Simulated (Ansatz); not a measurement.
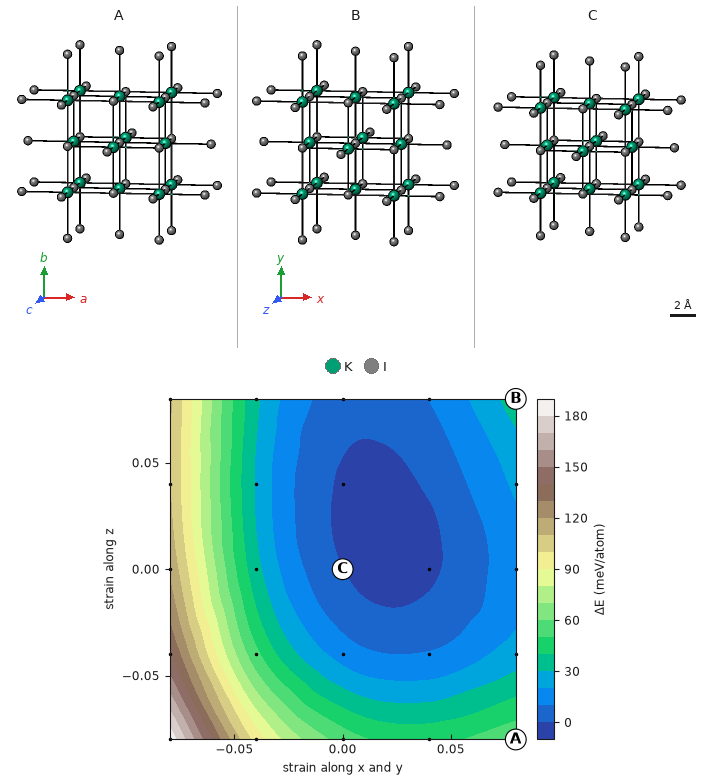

Energy scan for crystalline KI (Fm-3m), in which the cell is strained equally along x and y and separately along z, with the atoms kept at their fractional coordinates. x, y and z are the Cartesian axes of the input. The map is interpolated between the computed points (dots). The lettered frames are marked on it. The picture is a ball-and-stick view of the conventional cell (4 times the calculation's cell), seen along the c axis, with a slight tilt. Lengths and directions refer to the drawn axes.

Theory: DFT PBE, scalar-relativistic, plane waves, PAW in Ansatz 0.2.0. Settings: plane-wave cutoff 420 eV; k-point mesh 6 × 6 × 6; occupations gaussian; smearing width 0.05 eV; no spin polarisation. Energies (free energies at the smearing named) are counted from the cell as listed in its source, which wasn't relaxed.

Q: Describe the energy landscape.

A: In pairs of (strain along x and y; strain along z): the lowest computed point lies at (0.000, 0.040) (−1.6 meV/atom), the highest at (−0.080, −0.080) (187.3 meV/atom). Not all of its neighbours on the grid were computed, so the minimum is only loosely bracketed. The valley is tilted: raising the in-plane strain is made harder by raising the strain along z (cross term 0.17 of the geometric mean of the two curvatures). Over the ranges scanned the energy rises more along the first axis, the in-plane strain. The pressure runs from −1.2 GPa at (0.080, 0.080) to 6.8 GPa at (−0.080, −0.080). The frames lie at A (0.080, −0.080): 57.3 meV/atom, B (0.080, 0.080): 34.7 meV/atom, C (0.000, 0.000): 0.0 meV/atom.

The computed points:

Rows: strain along x and y; columns: strain along z; values in meV/atom; a dash marks a point that wasn't computed.

|  | −0.080 | −0.040 | 0.000 | 0.040 | 0.080 |
| --- | --- | --- | --- | --- | --- |
| −0.080 | 187.3 | 140.9 | 118.5 | 110.8 | 111.6 |
| −0.040 | 96.0 | 52.7 | 33.5 | 28.7 | 32.2 |
| 0.000 | 55.7 | 15.9 | 0.0 | −1.6 | 5.0 |
| 0.040 | 47.0 | 10.8 | −1.5 | – | 10.2 |
| 0.080 | 57.3 | 24.8 | 16.2 | 21.6 | 34.7 |
